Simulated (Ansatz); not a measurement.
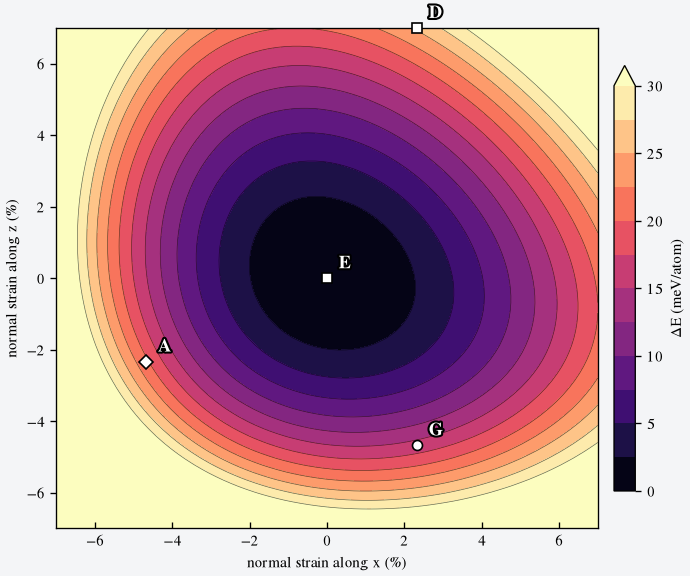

CsSnI3 (Pm-3m, No. 221; 5 atoms in the cell). The energy is mapped over two homogeneous strains (x, y and z along the cube axes). The first coordinate is: normal strain along x; the second: normal strain along z. Nothing is relaxed (symmetry fixes all fractional coordinates). The scan uses a 7 × 7 grid; 28 points were computed and 21 follow by symmetry. Points are written as (first, second). Energies: meV/atom, counted from the lowest grid point. The band gap closes in part of the range. All numbers below come from DFT PBE, scalar-relativistic, plane waves, PAW in Ansatz 0.2.0. Settings: cutoff 420 eV, k-mesh 6×6×6, gaussian smearing 0.05 eV, no spin polarisation.

The picture shows filled contours, one colour for all values above the top of the scale, lettered points. Between grid points the surface is interpolated.

### Rank the lettered points by energy, lowest first.

E (0.0 meV/atom), G (15.9 meV/atom), A (20.4 meV/atom), D (25.4 meV/atom).

### Which space group has the cell at each letter?

A: Pmmm; D: Pmmm; E: Pm-3m; G: Pmmm.
